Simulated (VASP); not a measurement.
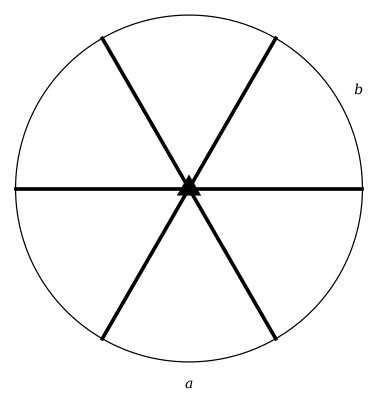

Stereographic projection: heavy lines are mirror planes (a heavy rim: a mirror in the plane of the page); lens, triangle, square and hexagon are 2-, 3-, 4- and 6-fold axes, a lens in an open square is −4, a triangle in an open hexagon −6; thin dashed diameters join the ends of axes that lie in the page; a small open circle marks inversion. The c axis points at the viewer. Computed from the symmetry operations of a computed or model structure of composition BN.

Question: Identify the point group and its elements.

Answer: 3m (C3v), order 6, trigonal system: one threefold axis, three mirror planes.

Question: Which physical properties does it allow?

Answer: It is not centrosymmetric; polar, so pyroelectricity and piezoelectricity are allowed; it is not chiral.
